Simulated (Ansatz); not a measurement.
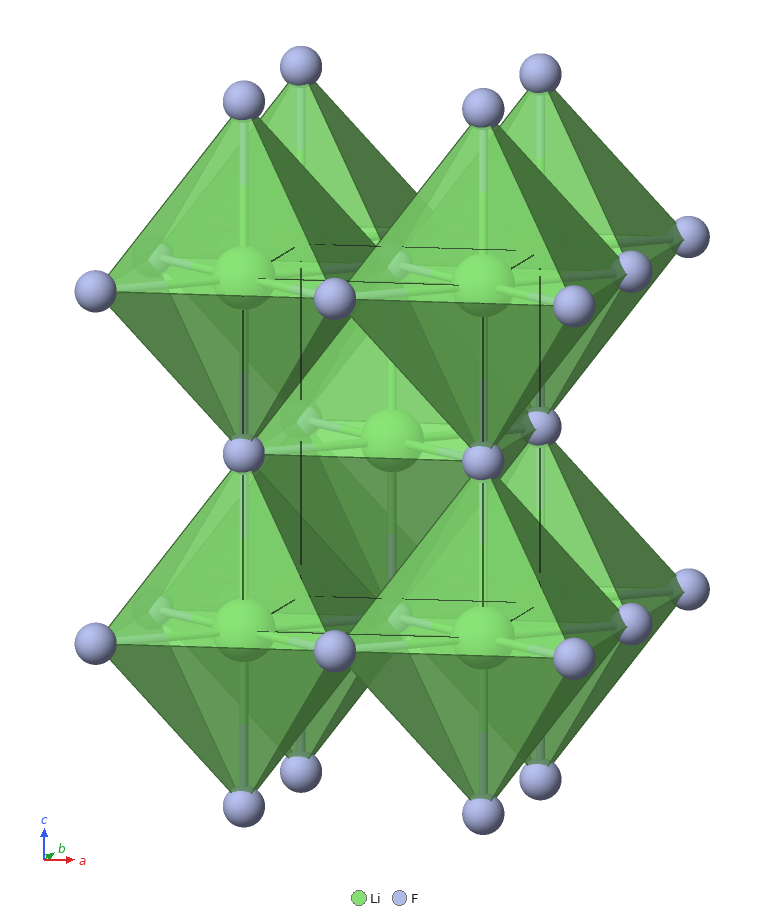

An orthographic polyhedral view of the structure, slightly off an axis. Thin lines show the conventional unit cell, with boundary atoms drawn in all their periodic places. A few atoms beyond the faces are included.

LiF, space group Immm (No. 71), a = 2.752 Å, b = 2.890 Å, c = 3.990 Å, α = 90.00°, β = 90.00°, γ = 90.00°. It goes back to a structure type filled with these elements by a generator (whether the compound takes this form wasn't checked). The cell was then strained or its atoms displaced on purpose. It was run through Ansatz as a DFT input.

This one geometry was computed with Ansatz (DFT, plane waves, PAW) at three levels of theory: HSE06, r2SCAN and PBE. It was relaxed with r2SCAN and then strained.

Which level gives the highest pressure at this volume, and what does that say about its equilibrium volume?

Answer. Highest: PBE (4.5 GPa), which points to the largest equilibrium volume. Lowest, with the smallest volume: r2SCAN (0.1 GPa). Levels within 0.5 GPa of each other can't be told apart.

How does the band gap change with the level of theory?

Answer. PBE: a gap of 9.20 eV, direct; r2SCAN: a gap of 10.18 eV, direct; HSE06: a gap of 11.53 eV, direct.

Collect the results in a table.

Answer.
| level | cutoff (eV) | k-mesh of the run's cell | gap (eV) | pressure (GPa) |
| --- | --- | --- | --- | --- |
| HSE06 | 420 | 8×8×8 | 11.53 | 1.3 |
| r2SCAN | 500 | 10×10×10 | 10.18 | 0.1 |
| PBE | 420 | 10×10×10 | 9.20 | 4.5 |

Gaps are taken on the k-mesh or band path of each run.
